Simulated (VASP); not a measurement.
# Zone-centre spectra of SiC (Moissanite), part 7 of 7

Aim: the Raman spectrum of SiC (Moissanite) from finite differences. The cell is of the wurtzite type, one of the forms listed for this formula. The start is a cell from a database of measured crystal structures.

VASP 6.6.1, plane waves and PAW; the level of theory is named at each step.

So far. Step 14 (Dielectric tensor along a mode, mode (cm-1) 596.69 …): The two moves along the mode at 597 cm⁻¹ give the same tensor, so the mode is Raman silent. The relaxed cell has a = 3.064, c = 5.029 Å (conventional setting).

### Step 15. Dielectric tensor along a mode, mode (cm-1) 256.86, amplitude 0.05

Level of this step: LDA, displaced atoms; plane waves and PAW (Si, C) (VASP).

The same response, for the next move.

INCAR

```
SYSTEM = SiC
PREC = Accurate
ENCUT = 520
EDIFF = 1E-08
NELM = 100
ISMEAR = 0
SIGMA = 0.01
LREAL = .FALSE.
ALGO = Normal
GGA = CA
NBANDS = 14
LWAVE = .FALSE.
LCHARG = .FALSE.
KPAR = 2
LEPSILON = .TRUE.
```

POSCAR

```
SiC
1.0
    3.0639158633      0.0000000000      0.0000000000
   -1.5319579317      2.6534289726      0.0000000000
    0.0000000000      0.0000000000      5.0290029076
Si C
2 2
Direct
    0.6681461133      0.3327142999      0.5046146513
    0.3318538867      0.6672857001      0.0046146513
    0.6653105249      0.3339007727      0.8803853487
    0.3346894751      0.6660992273      0.3803853487
```

KPOINTS

```
Automatic mesh
0
Gamma
8 8 5
0 0 0
```

The projector-augmented-wave data sets are Si and C (PBE family, release 64).

On the command line:

```sh
> mpirun -np 2 vasp_std
```

What it wrote:

```text
[... set-up lines as in an earlier step ...]
 entering main loop
       N       E                     dE             d eps       ncg     rms          rms(c)
DAV:   1     0.261015039455E+02    0.26102E+02   -0.72767E+03  2856   0.102E+03
DAV:   2    -0.342059048787E+02   -0.60307E+02   -0.54661E+02  3890   0.172E+02
DAV:   3    -0.370725252204E+02   -0.28666E+01   -0.28512E+01  4002   0.356E+01
DAV:   4    -0.370996360476E+02   -0.27111E-01   -0.27103E-01  3210   0.416E+00
[...]
DAV:  12    -0.331647525085E+02    0.12892E-05   -0.25897E-06  3522   0.993E-03    0.554E-03
DAV:  13    -0.331647522813E+02    0.22716E-06   -0.12147E-06  3798   0.638E-03    0.130E-03
DAV:  14    -0.331647522788E+02    0.25238E-08   -0.47971E-08  3588   0.159E-03
   1 F= -.33164752E+02 E0= -.33164752E+02  d E =-.309591E-13
 Linear response reoptimize wavefunctions to high precision
DAV:   1    -0.331647522790E+02   -0.24943E-09   -0.78193E-10  2904   0.246E-04
DAV:   2    -0.331647522790E+02    0.68212E-11   -0.63069E-11  2196   0.724E-05
 Linear response G [H, r] |phi>, progress :
  Direction:   1
[...]
RMM:  10    -0.718504957096E+00    0.97978E-07   -0.36062E-09  6040   0.755E-05    0.133E-05
RMM:  11    -0.718504977427E+00   -0.20331E-07    0.66465E-08  4922   0.618E-05    0.196E-06
 change of polarisation eV/A/(eV/A) component  2 :     0.000     1.359    -0.000
 dielectric tensor                  component  2 :     0.001     7.014    -0.000
 Linear response to external field, progress :
  Direction:   3
       N       E                     dE             d eps       ncg     rms          rms(c)
RMM:   1    -0.727568934456E+00   -0.72757E+00   -0.30498E+00  5952   0.352E+00
RMM:   2    -0.745295768613E+00   -0.17727E-01   -0.66754E-03  4914   0.491E-01    0.122E+00
RMM:   3    -0.726237462692E+00    0.19058E-01   -0.12647E-02  4825   0.635E-01    0.709E-01
RMM:   4    -0.745199778976E+00   -0.18962E-01   -0.16362E-02  4909   0.713E-01    0.101E-01
[...]
RMM:   8    -0.748963083787E+00   -0.44401E-04   -0.53454E-08  5373   0.150E-03    0.160E-04
RMM:   9    -0.748963882005E+00   -0.79822E-06    0.43507E-09  5133   0.203E-04    0.535E-05
RMM:  10    -0.748963846946E+00    0.35059E-07    0.26197E-08  3801   0.675E-05    0.828E-06
 change of polarisation eV/A/(eV/A) component  3 :     0.012    -0.073     1.419
 dielectric tensor                  component  3 :     0.051    -0.323     7.280
 Born effective charges drift removed
```

Elapsed: 95 s, on 2 MPI ranks of Intel Xeon 6975P-C (Granite Rapids), shared host; peak memory 0.69 GiB; 3.1 min of CPU time.

Parts of OUTCAR (step 15):

```text
  Total        0.0045009     -0.0002132     -0.0039255     -0.0089033      0.0000000      0.0000000
  in kB        0.1763784     -0.0083561     -0.1538307     -0.3488960      0.0000000      0.0000000
  external PRESSURE =       0.0047305 kB  Pullay stress =       0.0000000 kB

 POSITION                                       TOTAL-FORCE (eV/Angst)
 -----------------------------------------------------------------------------------
      1.53744      0.88283      2.53771        -0.037273      0.011092     -0.000304
     -0.00548      1.77060      0.02321         0.037273     -0.011092     -0.000304
      1.52693      0.88598      4.42746         0.014650     -0.004404      0.000304
      0.00502      1.76745      1.91296        -0.014650      0.004404      0.000304
 -----------------------------------------------------------------------------------
    total drift:                               -0.000000     -0.000000     -0.000049

 MACROSCOPIC STATIC DIELECTRIC TENSOR (including local field effects in DFT)
 ------------------------------------------------------
           7.013670     0.000919     0.000000
           0.001127     7.014181     0.000000
           0.000000     0.000000     7.279565
 ------------------------------------------------------

[... 2 parts as in an earlier step ...]
```

Electronic dielectric tensor with local fields:

```
7.01 0.00 0.00
0.00 7.01 0.00
0.00 0.00 7.28
```

The principal values of the electronic dielectric tensor with local fields are 7.01, 7.01 and 7.28.

### Step 16. Dielectric tensor along a mode, mode (cm-1) 256.86, amplitude -0.05

The same response, for the next move.

INCAR is that of step 15.

POSCAR

```
SiC
1.0
    3.0639158633      0.0000000000      0.0000000000
   -1.5319579317      2.6534289726      0.0000000000
    0.0000000000      0.0000000000      5.0290029076
Si C
2 2
Direct
    0.6651872201      0.3339523667      0.5046146513
    0.3348127799      0.6660476333      0.0046146513
    0.6680228085      0.3327658939      0.8803853487
    0.3319771915      0.6672341061      0.3803853487
```

KPOINTS is that of step 15.

On the command line:

```sh
> mpirun -np 2 vasp_std
```

What it wrote:

```text
[... set-up lines as in an earlier step ...]
 entering main loop
       N       E                     dE             d eps       ncg     rms          rms(c)
DAV:   1     0.260819479882E+02    0.26082E+02   -0.72765E+03  2856   0.102E+03
DAV:   2    -0.342157976355E+02   -0.60298E+02   -0.54662E+02  3892   0.172E+02
DAV:   3    -0.370726071877E+02   -0.28568E+01   -0.28414E+01  4002   0.355E+01
DAV:   4    -0.370996373841E+02   -0.27030E-01   -0.27023E-01  3234   0.415E+00
[...]
DAV:  12    -0.331647519422E+02    0.13032E-05   -0.25463E-06  3570   0.980E-03    0.552E-03
DAV:  13    -0.331647517127E+02    0.22950E-06   -0.12179E-06  3792   0.638E-03    0.127E-03
DAV:  14    -0.331647517104E+02    0.23260E-08   -0.47689E-08  3534   0.159E-03
   1 F= -.33164752E+02 E0= -.33164752E+02  d E =-.899750E-14
 Linear response reoptimize wavefunctions to high precision
DAV:   1    -0.331647517106E+02   -0.23647E-09   -0.75745E-10  2886   0.243E-04
DAV:   2    -0.331647517106E+02   -0.45475E-12   -0.61548E-11  2154   0.707E-05
 Linear response G [H, r] |phi>, progress :
  Direction:   1
[...]
RMM:  10    -0.718436302902E+00   -0.26715E-06   -0.88970E-09  5886   0.856E-05    0.147E-05
RMM:  11    -0.718436373645E+00   -0.70743E-07    0.49788E-08  5094   0.759E-05    0.247E-06
 change of polarisation eV/A/(eV/A) component  2 :    -0.000     1.359    -0.000
 dielectric tensor                  component  2 :    -0.001     7.014    -0.000
 Linear response to external field, progress :
  Direction:   3
       N       E                     dE             d eps       ncg     rms          rms(c)
RMM:   1    -0.727566513995E+00   -0.72757E+00   -0.30498E+00  5952   0.352E+00
RMM:   2    -0.745295756184E+00   -0.17729E-01   -0.66764E-03  4908   0.491E-01    0.122E+00
RMM:   3    -0.726237967716E+00    0.19058E-01   -0.12653E-02  4827   0.635E-01    0.709E-01
RMM:   4    -0.745201115092E+00   -0.18963E-01   -0.16379E-02  4907   0.713E-01    0.101E-01
[...]
RMM:   8    -0.748963069188E+00   -0.44491E-04   -0.57681E-08  5361   0.150E-03    0.160E-04
RMM:   9    -0.748963867940E+00   -0.79875E-06   -0.13994E-09  5130   0.202E-04    0.537E-05
RMM:  10    -0.748963831527E+00    0.36413E-07    0.71881E-09  3779   0.663E-05    0.827E-06
 change of polarisation eV/A/(eV/A) component  3 :     0.011    -0.073     1.419
 dielectric tensor                  component  3 :     0.051    -0.321     7.280
 Born effective charges drift removed
```

Run time: 1.9 min. Hardware: 2 MPI ranks; peak memory 0.7 GiB; 3.8 min of CPU time.

Parts of OUTCAR (step 16):

```text
  Total       -0.0009928      0.0052680     -0.0039242      0.0094124      0.0000000      0.0000000
  in kB       -0.0389040      0.2064377     -0.1537783      0.3688450      0.0000000      0.0000000
  external PRESSURE =       0.0045851 kB  Pullay stress =       0.0000000 kB

 POSITION                                       TOTAL-FORCE (eV/Angst)
 -----------------------------------------------------------------------------------
      1.52648      0.88612      2.53771         0.037401     -0.011286     -0.000305
      0.00548      1.76731      0.02321        -0.037401      0.011286     -0.000305
      1.53698      0.88297      4.42746        -0.014627      0.004370      0.000305
     -0.00502      1.77046      1.91296         0.014627     -0.004370      0.000305
 -----------------------------------------------------------------------------------
    total drift:                               -0.000000     -0.000000     -0.000049

 MACROSCOPIC STATIC DIELECTRIC TENSOR (including local field effects in DFT)
 ------------------------------------------------------
           7.014319    -0.001228     0.000000
          -0.000997     7.013546     0.000000
           0.000000     0.000000     7.279565
 ------------------------------------------------------

[... 2 parts as in an earlier step ...]
```

Electronic dielectric tensor with local fields:

```
7.01 0.00 0.00
0.00 7.01 0.00
0.00 0.00 7.28
```

Between the two moves along the mode at 257 cm⁻¹ the tensors differ most in xy: forward less backward gives +0.0021.

### Step 17. Summary

This step: Raman activities from finite differences of the dielectric tensor, LDA; plane waves and PAW (VASP 6.6.1).

No new run; the numbers come from the runs before.

Raman lines, with heights relative to the strongest:

```csv
position (cm⁻¹),lines merged,"powder activity 45 a^2 + 7 b^2, relative"
257,2,0.3
597,1,0.0
765,2,40
769,1,100
798,2,25
837,1,0.0
```

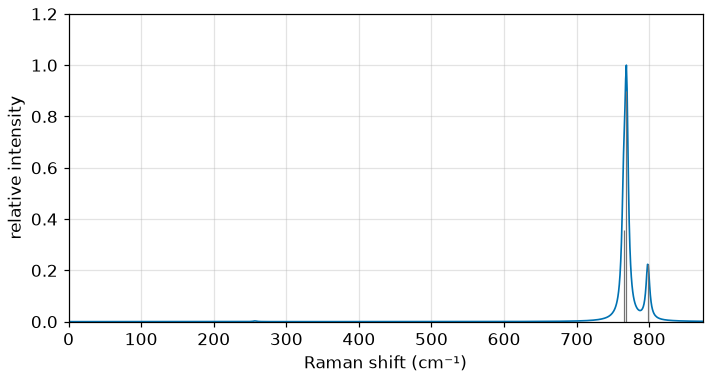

The Raman spectrum, broadened with Lorentzians of width 6 cm⁻¹; bars mark the lines.

Off resonance, transverse modes. Raman, by row:

```
frequency (cm⁻¹)  mean derivative a (Å²/amu^0.5)  anisotropy b² (Å^4/amu)  activity (Å^4/amu)  infrared strength (e²/amu)
           837.5                         3.25e-5                 8.35e-28             4.76e-8                           0
           798.2                         6.51e-5                    1.243               8.698                       1.702
           798.2                         6.51e-5                    1.243               8.698                       1.702
           768.7                        -0.05628                    9.927               69.63                       1.956
           764.8                        -2.17e-4                    1.979               13.86                           0
           764.8                        -2.17e-4                    1.979               13.86                           0
           596.7                        -9.76e-5                        0             4.29e-7                           0
           256.9                        -1.52e-4                  0.01595              0.1116                           0
           256.9                        -1.52e-4                  0.01595              0.1116                           0
```

### Step 18. Summary of results

```
Raman lines above 2 % of the strongest : 798.2, 768.7, 764.8 cm⁻¹
```

What this shows: With degenerate and close partners summed, the strongest Raman line lies at 768.7 cm⁻¹. Summed alike, the strongest infrared line lies at 798.2 cm⁻¹. Without a centre of inversion, modes can be both Raman and infrared active; their longitudinal partners appear in a spectrum too. They weren't computed. Activities are off resonance and without the thermal factor, and their mesh wasn't tested for convergence. Not tabulated here, as repeats of values shown or as unfit to read for their mesh, reference level or band range: gaps (relaxation).

[Lines on the potential files, build, host, timing and source positions are cut from VASP's logs without a mark.]

[Logs are printed without paths, hosts, clocks, repeated set-up lines and the standing remarks that a program may print on its own settings, such as how far it seeks lower states.]

[Hosts, paths, dates, database ids (printed as entryN), source tags and the programs' standing remarks are cut or masked in the printed files.]
